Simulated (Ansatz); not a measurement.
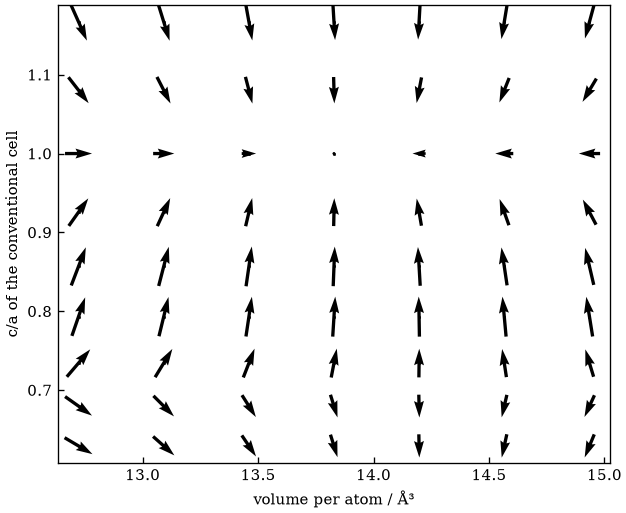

Ru (Fm-3m, No. 225; 1 atom in the cell). The energy is mapped over volume and the cell's shape. First axis: volume per atom. Second axis: c/a of the conventional cell. Nothing is relaxed (symmetry fixes all fractional coordinates). The grid has 7 × 9 points. Points are written as (first, second). Theory: DFT PBE, scalar-relativistic, plane waves, PAW in Ansatz 0.2.0. Settings: cutoff 420 eV, k-mesh 22×22×22, gaussian smearing 0.15 eV, no spin polarisation.

The picture shows dots at the grid points, arrows along the force (downhill), their lengths compressed.

Question: The arrows alone are given. Where is the energy lowest?

Answer: The arrows converge at (13.828 Å³, 1.000) [fcc] (read from the interpolated surface).

The energy map of the same scan:

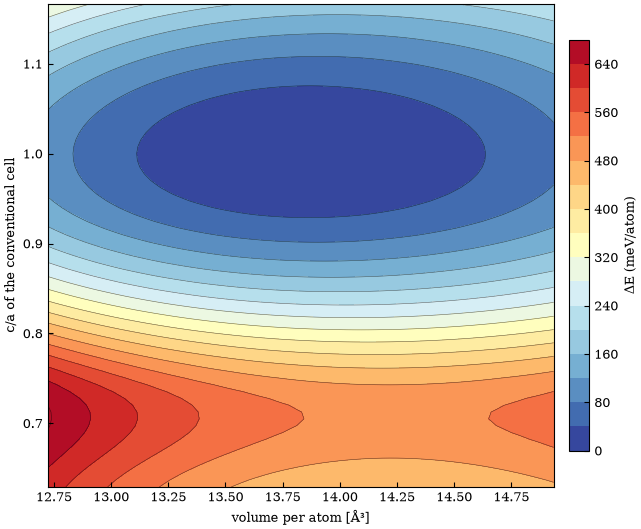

Energies are in meV/atom, from the lowest grid point; between grid points the surface is interpolated.
